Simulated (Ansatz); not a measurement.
**Geometry relaxation of Rh**

System: Rh (P-1, 2 atoms in the cell).
Method: DFT PBEsol, scalar-relativistic, plane waves, PAW, no spin polarisation (Ansatz 0.2.0).

The structure derives from an entry of the Crystallography Open Database. It belongs to a series of runs on one base structure; here: all atoms moved at random, sigma 0.25 A a component; relaxed back. Figures and captions count atoms from 1; the log counts them from 0 in places.

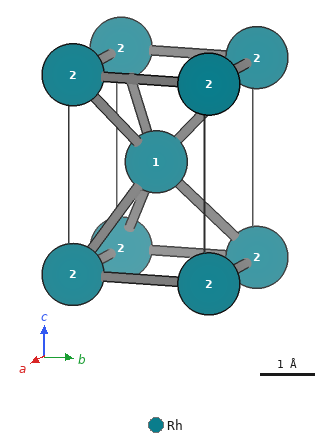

**Figure 1.** The input geometry (ball-and-stick view of the cell of the calculation, seen slightly off an axis; atoms are numbered from 1 in the order of the input).

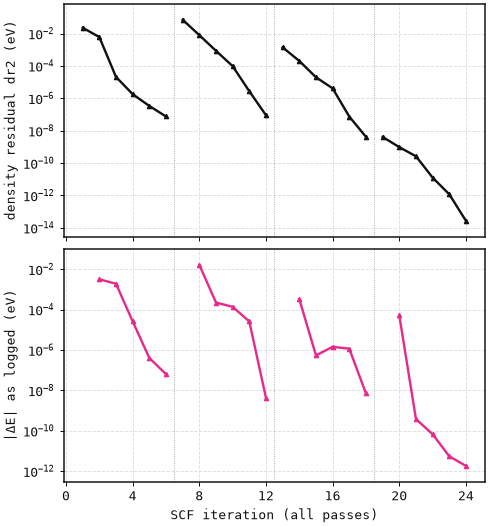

**Figure 2.** Convergence of the self-consistent field: density residual dr2 and size of the energy change against the SCF iteration. The dotted lines part the SCF passes of the relaxation: geometry steps, rejected trials and re-solves on a re-selected basis. The passes take 6, 6, 6 and 6 iterations.

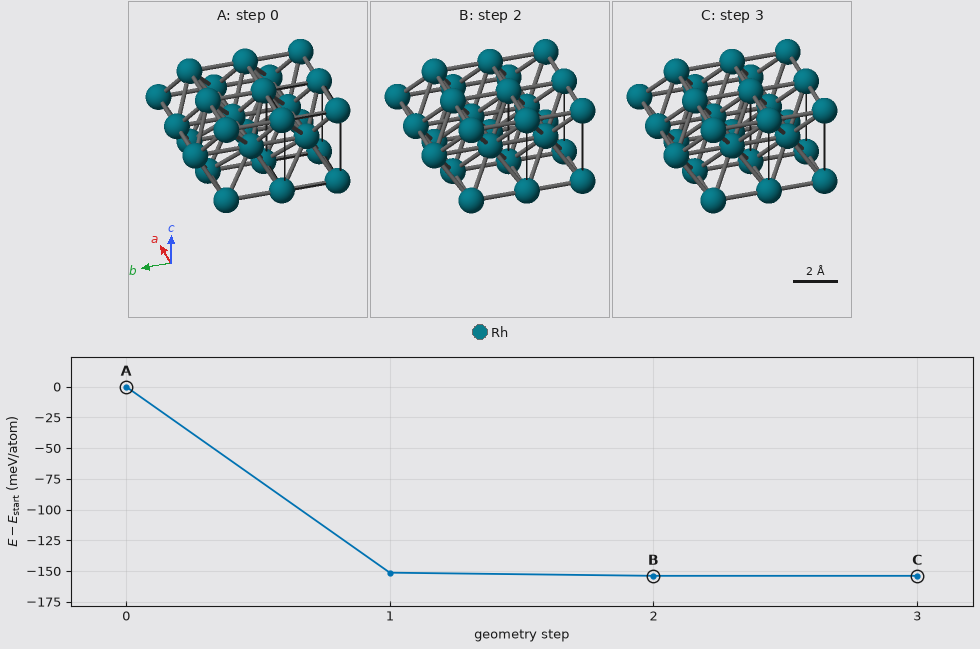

**Figure 3.** Frames of the relaxation (ball-and-stick view of the cell of the calculation, repeated 3 × 3 × 1, seen at an oblique angle) above the curves, on which the letters mark them (the first geometry is step 0 here and step 1 in the log).

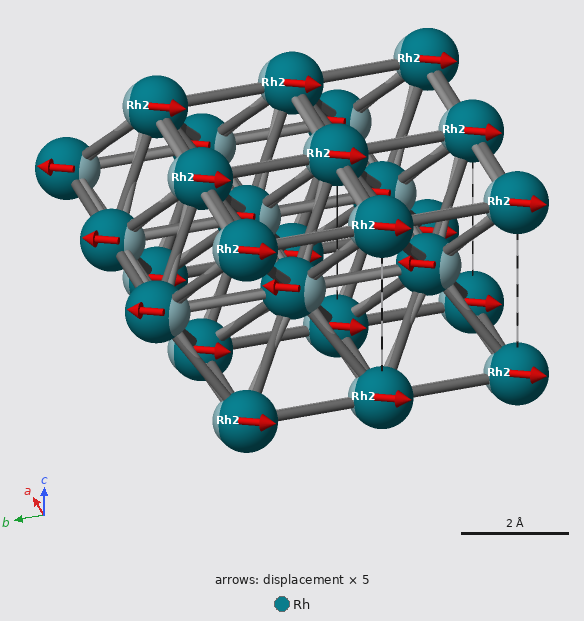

**Figure 4.** Start (faint) and end (solid) with the displacements as red arrows, magnified 5 times (ball-and-stick view of the cell of the calculation, repeated 3 × 3 × 1, seen at an oblique angle). After 3 geometry steps the energy has fallen by 154 meV per atom. The largest force component goes from 2.1 to 0.0076 eV/Å. The largest moves, 0.15 Å, are those of Rh1 and Rh2. The lattice vectors keep their values. Among the contacts that change: Rh1–Rh2 2.906 → 2.672 Å. The space group (tolerance 0.01 Å) goes from P-1 (No. 2) to Fm-3m (No. 225). (Atoms are counted from 1 in the order of the input.)

These pictures come from the run below.

Input
```yaml
crystal:
  lattice:
    - [0.0, -1.8899965799, -1.8899965799]
    - [0.0, 1.8899965799, -1.8899965799]
    - [3.7799931598, 0.0, 0.0]
  atoms:
    - { symbol: Rh, position: [0.4672266844, 0.4563026555, 0.5042522937] }
    - { symbol: Rh, position: [0.0327733156, 0.0436973445, -0.0042522937] }
basis:
  ecutwfc: 420
kpoints:
  mp_grid: { grid: [12, 12, 10] }
hamiltonian:
  xc: pbesol
scf:
  occupations: { method: gaussian, width: 0.15 }
output:
  forces: true
  stress: true
  eigenvalues: true
relax:
  adjacent_minimum: "off"
  f_tol: 0.01
  max_steps: 80
```

Launch command:
```bash
ansatz run input.yaml --threads 4 --pin off --max-ram 2560MiB --backend cpu --events-out ev --progress --plain --runs-dir out
```

Log
```
Warning: output.stress: scf.convergence.dr2_threshold = 1e-7 eV (the SCF's general default) is looser than the 2e-10 eV advised for a printed stress (1e-10 eV for each atom of the cell: 2). What an SCF threshold leaves in a stress goes as its square root, and in the free energy as the threshold itself, and one threshold admits the most on a small cell: of the crystals measured, under no hybrid functional and no lock of the moments, on runs that ended without the residual-converged pass, on stresses that held no estimate of that error, the worst erred by over 100 MPa in a component at 1e-7 eV an atom and by under 5 at 1e-10. Every solve of this run answers to scf.convergence.dr2_threshold, and the tensor of one is reported: a single SCF on the reported geometry and on this run's grids (its basis.xc_grid and basis.ecutrho_ratio typed), with scf.convergence.dr2_threshold at 2e-10 eV or tighter, prints it and tightens no other solve. Else set scf.convergence.dr2_threshold to 2e-10 eV or tighter. The threshold is an SCF's pass mark: one that does not reach it within its budget of iterations ends unconverged, or closes short of it on a stop that the run arms, and scf.convergence.dr2_threshold's page says what that costs each kind of run
Engine: ansatz 0.2.0, x86_64-unknown-linux-gnu
Pseudopotentials: kind: paw
Pseudopotential: Rh, paw, valence charge 17, recommended cutoff 420 eV (normal), Rh.paw.azcp
Functional definition: PBEsol
  exchange = pbesol_x
  correlation = pbesol_c
Crystal: 2 atoms, lattice volume = 27.005 Å³
Basis set: ecut = 420 eV, 513 PW (Γ), exchange–correlation on 36×36×54 points (8 copies of the dense FFT grid, shifted against one another)
Bands: 21, of which v1, the nominal top of the filled ones, is band 17 counted from 1 (16 counted from 0)
Symmetry: 2 space group operations
Space group: P-1 (ITA 2), of the structure as read, at distance tolerance 3.0e-5 Å
k-points: 724 of 1440
Non-local potential: Rh, projectors of the file, l = 0: 3, l = 1: 2, l = 2: 2, l = 3: 1
PAW form: soft (Blöchl's): semilocal exchange-correlation on the pseudo side does not see the compensation charge
PAW frozen core: Rh, regenerated for the run's functional, and the local potential with it (the file was generated under x = pbe(κ = 0.804, μ = 0.2195149727645171), c = pbe(β = 0.06672455060314922))
PAW one-centre angular grid: Rh, 590 points (default); XC on 64 Gauss nodes
Initial density: superposition of atomic densities (neutral atoms: chi_scale 0, normalization atom), corrected by the library's trained network
Initial wavefunctions: pseudopotential atomic-orbital guess
Functional: x = pbesol(κ = 0.804, μ = 0.12345679012345678), c = pbesol(β = 0.046)
SCF iter   1: F=—  HF=-12677.204285 eV  |F-HF|=—  |Δ(HF+E_count)|=         —  Δρ=1.08e-2  dr2=2.29e-2  ethr=1.77e-3  ⟨swp⟩=4.7  Hψ=58028  notcnv=0
preconditioner: auto → none  [metal: Δε(μ)=0.002 eV  Ē_g=7.703 eV  σ=0.150 eV  W_gap=0.01  n_scr=6 (ndim 8)  ℏωp=30.3 eV  f_vac=0.000  D(μ)=2.88/eV (n_scr^D=36)  sad-step TF]
SCF iter   2: F=—  HF=-12677.201076 eV  |F-HF|=—  |Δ(HF+E_count)|=   3.21e-3  Δρ=5.53e-3  dr2=6.05e-3  ethr=6.75e-5  ⟨swp⟩=2.0  Hψ=26842  notcnv=0
SCF iter   3: F=—  HF=-12677.199152 eV  |F-HF|=—  |Δ(HF+E_count)|=   1.92e-3  Δρ=4.53e-4  dr2=2.10e-5  ethr=1.78e-5  ⟨swp⟩=2.0  Hψ=21595  notcnv=0
SCF iter   4: F=—  HF=-12677.199179 eV  |F-HF|=—  |Δ(HF+E_count)|=   2.64e-5  Δρ=1.20e-4  dr2=1.81e-6  ethr=6.19e-8  ⟨swp⟩=2.0  Hψ=27305  notcnv=0
iter 5 did not close the SCF: its close was put off for the readings that it lacked (scf_convergence_deferred on its scf_iter line)
SCF iter   5: F=-12677.199178 eV  HF=-12677.199178 eV  |F-HF|=2.46e-7  |Δ(HF+E_count)|=   4.04e-7  Δρ=4.12e-5  dr2=3.38e-7  ethr=5.31e-9  ⟨swp⟩=2.0  Hψ=21953  notcnv=0
SCF iter   6: F=-12677.199178 eV  HF=-12677.199178 eV  |F-HF|=6.22e-8  |Δ(HF+E_count)|=   6.40e-8  Δρ=1.47e-5  dr2=7.59e-8  ethr=9.95e-10  ⟨swp⟩=2.1  Hψ=51293  notcnv=0
SCF 1 converged in 6 iterations: F = -12677.199178 eV  dr2 = 7.59e-8
  greatest PAW one-centre occupation: 1.000 electrons in one spin orbital (limit 2), on the Rh atom at site 1 (counted from 0), in its partial waves of l = 0
relax step   1: F+E_penalty+E_count = -12677.19917829 eV  Δ(F+E_penalty+E_count) = +0.000e0 eV  max|allowed force component| = 2.086e0 eV/Å  Δτ_max = 0.0000 Å  (6 SCF iters, dr2 threshold 2.50e-6 eV, accepted)
Initial density: handed on by an earlier stage of this run
Initial wavefunctions: those handed on with the density
iter 1 solved again at ethr=2.05e-4 eV; its pass at ethr=3.10e-3 eV (dr2=6.96e-2 eV) is discarded
SCF iter   1: F=—  HF=-12677.517924 eV  |F-HF|=—  |Δ(HF+E_count)|=         —  Δρ=2.91e-2  dr2=7.10e-2  ethr=2.05e-4  ⟨swp⟩=1.0  Hψ=75164  notcnv=0  defer=6
preconditioner: auto → none  [metal: Δε(μ)=0.004 eV  Ē_g=7.723 eV  σ=0.150 eV  W_gap=0.02  n_scr=6 (ndim 8)  ℏωp=30.3 eV  f_vac=0.000  D(μ)=2.21/eV (n_scr^D=28)]
SCF iter   2: F=—  HF=-12677.501363 eV  |F-HF|=—  |Δ(HF+E_count)|=   1.66e-2  Δρ=1.28e-2  dr2=8.01e-3  ethr=2.05e-4  ⟨swp⟩=2.0  Hψ=23200  notcnv=0  defer=6
SCF iter   3: F=—  HF=-12677.501588 eV  |F-HF|=—  |Δ(HF+E_count)|=   2.25e-4  Δρ=4.11e-3  dr2=8.64e-4  ethr=2.36e-5  ⟨swp⟩=1.0  Hψ=15173  notcnv=0  defer=6
SCF iter   4: F=—  HF=-12677.501727 eV  |F-HF|=—  |Δ(HF+E_count)|=   1.39e-4  Δρ=5.05e-4  dr2=9.70e-5  ethr=2.54e-6  ⟨swp⟩=2.2  Hψ=21752  notcnv=0  defer=6
SCF iter   5: F=—  HF=-12677.501701 eV  |F-HF|=—  |Δ(HF+E_count)|=   2.60e-5  Δρ=1.87e-4  dr2=2.74e-6  ethr=2.85e-7  ⟨swp⟩=2.0  Hψ=21707  notcnv=0  defer=6
SCF iter   6: F=-12677.501701 eV  HF=-12677.501701 eV  |F-HF|=9.23e-9  |Δ(HF+E_count)|=   4.24e-9  Δρ=4.47e-5  dr2=9.05e-8  ethr=8.07e-9  ⟨swp⟩=5.0  Hψ=55384  notcnv=0
SCF 2 converged in 6 iterations: F = -12677.501701 eV  dr2 = 9.05e-8
relax step   2: F+E_penalty+E_count = -12677.50170124 eV  Δ(F+E_penalty+E_count) = -3.025e-1 eV  max|allowed force component| = 2.476e-1 eV/Å  Δτ_max = 0.1284 Å  (6 SCF iters, dr2 threshold 1.00e-4 eV, accepted)
SCF iter   1: F=—  HF=-12677.507174 eV  |F-HF|=—  |Δ(HF+E_count)|=         —  Δρ=4.22e-3  dr2=1.40e-3  ethr=4.96e-5  ⟨swp⟩=3.6  Hψ=40316  notcnv=0  defer=34
preconditioner: auto → none  [metal: Δε(μ)=0.009 eV  Ē_g=7.710 eV  σ=0.150 eV  W_gap=0.03  n_scr=6 (ndim 8)  ℏωp=30.3 eV  f_vac=0.000  D(μ)=2.28/eV (n_scr^D=28)]
SCF iter   2: F=—  HF=-12677.506839 eV  |F-HF|=—  |Δ(HF+E_count)|=   3.35e-4  Δρ=2.01e-3  dr2=2.04e-4  ethr=4.12e-6  ⟨swp⟩=2.2  Hψ=26232  notcnv=0  defer=34
SCF iter   3: F=—  HF=-12677.506839 eV  |F-HF|=—  |Δ(HF+E_count)|=   5.41e-7  Δρ=5.70e-4  dr2=2.00e-5  ethr=5.99e-7  ⟨swp⟩=1.0  Hψ=15293  notcnv=0  defer=34
SCF iter   4: F=—  HF=-12677.506841 eV  |F-HF|=—  |Δ(HF+E_count)|=   1.45e-6  Δρ=9.99e-5  dr2=4.13e-6  ethr=5.88e-8  ⟨swp⟩=2.0  Hψ=21657  notcnv=0  defer=34
iter 5 did not close the SCF: its close was put off for the readings that it lacked (scf_convergence_deferred on its scf_iter line)
SCF iter   5: F=-12677.506839 eV  HF=-12677.506839 eV  |F-HF|=2.91e-8  |Δ(HF+E_count)|=   1.16e-6  Δρ=2.86e-5  dr2=7.43e-8  ethr=1.21e-8  ⟨swp⟩=2.0  Hψ=21746  notcnv=0  defer=34
SCF iter   6: F=-12677.506839 eV  HF=-12677.506839 eV  |F-HF|=5.98e-10  |Δ(HF+E_count)|=   7.04e-9  Δρ=9.49e-6  dr2=4.19e-9  ethr=2.19e-10  ⟨swp⟩=2.3  Hψ=44351  notcnv=0
SCF 3 converged in 6 iterations: F = -12677.506839 eV  dr2 = 4.19e-9
relax step   3: F+E_penalty+E_count = -12677.50683943 eV  Δ(F+E_penalty+E_count) = -5.138e-3 eV  max|allowed force component| = 7.694e-3 eV/Å  Δτ_max = 0.0198 Å  (6 SCF iters, dr2 threshold 3.83e-6 eV, accepted)
iter 1 solved again at ethr=1.21e-11 eV; its pass at ethr=3.10e-3 eV (dr2=4.13e-9 eV) is discarded
SCF iter   1: F=—  HF=-12677.506891 eV  |F-HF|=—  |Δ(HF+E_count)|=         —  Δρ=9.53e-6  dr2=4.13e-9  ethr=1.21e-11  ⟨swp⟩=1.0  Hψ=47828  notcnv=0
preconditioner: auto → none  [metal: Δε(μ)=0.009 eV  Ē_g=7.710 eV  σ=0.150 eV  W_gap=0.04  n_scr=6 (ndim 8)  ℏωp=30.3 eV  f_vac=0.000  D(μ)=2.28/eV (n_scr^D=28)]
iter 2 did not close the SCF: its close was put off for the readings that it lacked (scf_convergence_deferred on its scf_iter line)
SCF iter   2: F=-12677.506839 eV  HF=-12677.506839 eV  |F-HF|=2.49e-10  |Δ(HF+E_count)|=   5.18e-5  Δρ=4.68e-6  dr2=9.64e-10  ethr=1.21e-11  ⟨swp⟩=2.1  Hψ=27054  notcnv=0
iter 3 did not close the SCF: its close was put off for the readings that it lacked (scf_convergence_deferred on its scf_iter line)
SCF iter   3: F=-12677.506839 eV  HF=-12677.506839 eV  |F-HF|=2.09e-10  |Δ(HF+E_count)|=  3.82e-10  Δρ=9.34e-7  dr2=2.64e-10  ethr=2.83e-12  ⟨swp⟩=2.0  Hψ=21835  notcnv=0
iter 4 did not close the SCF: its close was put off for the readings that it lacked (scf_convergence_deferred on its scf_iter line)
SCF iter   4: F=-12677.506839 eV  HF=-12677.506839 eV  |F-HF|=1.27e-11  |Δ(HF+E_count)|=  6.73e-11  Δρ=3.00e-7  dr2=1.27e-11  ethr=1.00e-12  ⟨swp⟩=2.0  Hψ=21665  notcnv=0
iter 5 did not close the SCF: its close was put off for the readings that it lacked (scf_convergence_deferred on its scf_iter line)
SCF iter   5: F=-12677.506839 eV  HF=-12677.506839 eV  |F-HF|=1.82e-12  |Δ(HF+E_count)|=  5.46e-12  Δρ=1.52e-7  dr2=1.18e-12  ethr=1.00e-12  ⟨swp⟩=1.0  Hψ=15170  notcnv=0
SCF iter   6: F=-12677.506839 eV  HF=-12677.506839 eV  |F-HF|=0.00e0  |Δ(HF+E_count)|=  1.82e-12  Δρ=1.94e-8  dr2=2.72e-14  ethr=1.00e-12  ⟨swp⟩=1.0  Hψ=33281  notcnv=0
SCF 4 converged in 6 iterations: F = -12677.506839 eV  dr2 = 2.72e-14
relax step   4: F+E_penalty+E_count = -12677.50683943 eV  Δ(F+E_penalty+E_count) = -3.274e-10 eV  max|allowed force component| = 7.647e-3 eV/Å  Δτ_max = 0.0000 Å  (6 SCF iters, accepted)
SCF converged after 6 iterations
Free energy (F): -12677.506839 eV
Harris-Foulkes:  -12677.506839 eV  (|F-HF|=0.00e0)
Internal energy: -12677.481232 eV  (E = F + TS)
E sigma→0 (E₀):  -12677.494036 eV
Entropy (-TS):   -0.025608 eV (-12.804 meV/atom)
Fermi energy:    22.758167 eV
--- Per-component energies (eV) ---
  E_band       = -159.876249
  E_kinetic    = 1147.364169
  E_local      = -3081.967198  (includes V_loc(G=0)·N_el)
  E_nonlocal   = 712.441743
  E_hartree    = 1080.978578
  E_xc         = -441.702760
  E_vxc        = -556.570927  (∫ρ·V_xc dr)
  E_paw        = -7047.550295  (= ΣΔE_a)
  E_vpaw       = -543.102794  (= ΣTr[D̂ρ^β])
  E_aug_tail   = 0.001603  (compensation charges beyond the density's cutoff)
  E_ewald      = -5047.599471
  E_core_change = 0.552399  (= ΣΔE_core)
  E_smearing   = -0.025608  (= −TS)
  E_closure    = -0.000000  (closes the sum)
  Σ components = -12677.506839   (vs F -12677.506839, Δ=0.00e0)
--- Forces (eV/Å), atoms counted from 1 ---
  atom   1  Rh     0.00008131     0.00052208     0.00764715
  atom   2  Rh    -0.00008131    -0.00052208    -0.00764715
  max |Σ_I F_I| component: 0.00e0 eV/Å
--- Stress (GPa, compression-positive) ---
       -0.180506       0.000000       0.000002
        0.000000       0.088293      -0.000005
        0.000002      -0.000005       0.088521
  P = ⅓ Tr σ = -0.0012 GPa (-0.012 kbar)
--- Band table (eV; the first three rows and the last of 724) ---
  k-point 0: bands = ["-56.1147", "-55.9515", "-24.3170", "-23.8643", "-23.8643", "-23.5778", "-23.5767", "-23.5767", "14.5779", "16.2362", "16.6153", "19.5744", "19.5744", "19.5750", "21.7460", "21.7473", "23.3381", "23.7869", "23.7870", "25.9670", "35.2001"]
  k-point 1: bands = ["-56.1107", "-55.9555", "-24.3001", "-23.8573", "-23.8573", "-23.5972", "-23.5839", "-23.5839", "14.7153", "16.3118", "16.6735", "19.4817", "19.6455", "19.6455", "21.6462", "21.7822", "23.2944", "23.6209", "23.6209", "25.4272", "35.8416"]
  k-point 2: bands = ["-56.0991", "-55.9672", "-24.2507", "-23.8372", "-23.8372", "-23.6530", "-23.6046", "-23.6046", "15.1140", "16.5222", "16.8451", "19.2195", "19.8572", "19.8572", "21.3707", "21.8847", "23.1693", "23.1749", "23.1749", "24.1685", "37.2229"]
  k-point 723: bands = ["-55.9512", "-55.9512", "-24.0932", "-24.0932", "-24.0932", "-24.0932", "-23.8742", "-23.8742", "17.5736", "17.5736", "18.8271", "18.8271", "18.8272", "18.8272", "21.5151", "21.5151", "23.7910", "23.7910", "32.4577", "32.4578", "32.4578"]
--- Relaxed structure (4 steps of the walk, 4 accepted, 0 SCFs on fresh bases) ---
  F+E_penalty+E_count = -12677.50683943 eV   max|allowed force component| = 7.647e-3 eV/Å
  atoms:
    - { symbol: Rh, position: [0.5001624850475758, 0.5001417168508312, 0.49999899537175385] }
    - { symbol: Rh, position: [-0.00016248504757575556, -0.00014171685083126312, 1.004628246188693e-6] }
```

Trajectory as extended XYZ (Å, eV, eV/Å), 4 frames, from step=1 to step=4
```
2
Lattice="0.0000 -1.8900 -1.8900 0.0000 1.8900 -1.8900 3.7800 0.0000 0.0000" Properties=species:S:1:pos:R:3:forces:R:3 step=1 energy=-12677.19918
Rh    1.9061   -0.0206   -1.7455   -0.4408   0.2390  -2.0858
Rh   -0.0161    0.0206   -0.1445    0.4408  -0.2390   2.0858
2
Lattice="0.0000 -1.8900 -1.8900 0.0000 1.8900 -1.8900 3.7800 0.0000 0.0000" Properties=species:S:1:pos:R:3:forces:R:3 step=2 energy=-12677.50170
Rh    1.8950    0.0014   -1.8715   -0.1090  -0.0188  -0.2476
Rh   -0.0050   -0.0014   -0.0185    0.1090   0.0188   0.2476
2
Lattice="0.0000 -1.8900 -1.8900 0.0000 1.8900 -1.8900 3.7800 0.0000 0.0000" Properties=species:S:1:pos:R:3:forces:R:3 step=3 energy=-12677.50684
Rh    1.8900    0.0000   -1.8906    0.0001   0.0005   0.0077
Rh    0.0000    0.0000    0.0006   -0.0001  -0.0005  -0.0077
2
Lattice="0.0000 -1.8900 -1.8900 0.0000 1.8900 -1.8900 3.7800 0.0000 0.0000" Properties=species:S:1:pos:R:3:forces:R:3 step=4 energy=-12677.50684
Rh    1.8900    0.0000   -1.8906    0.0001   0.0005   0.0076
Rh    0.0000    0.0000    0.0006   -0.0001  -0.0005  -0.0076
```

Summary

```tsv
quantity	value
outcome	converged
space group (tolerance 0.01 Å)	P-1 (2) → Fm-3m (225)
electrons treated	34
free energy	−12677.5068 eV
Fermi energy	22.758 eV
gap on the k-point mesh	none (metallic)
pressure	0.00 GPa
final volume	27.00 Å³
largest force (length of the vector) at the end	0.008 eV/Å
final cell	a = 2.673 Å, b = 2.673 Å, c = 3.780 Å, α = 90.00°, β = 90.00°, γ = 90.00°
hardware	4 threads of Intel Xeon @ 2.30GHz, 28 GiB of memory available, shared host
wall time	20 s (CPU time 66 s)
peak memory	0.7 GiB
```

Warnings of the run: the SCF threshold is looser than advised for the printed stress.
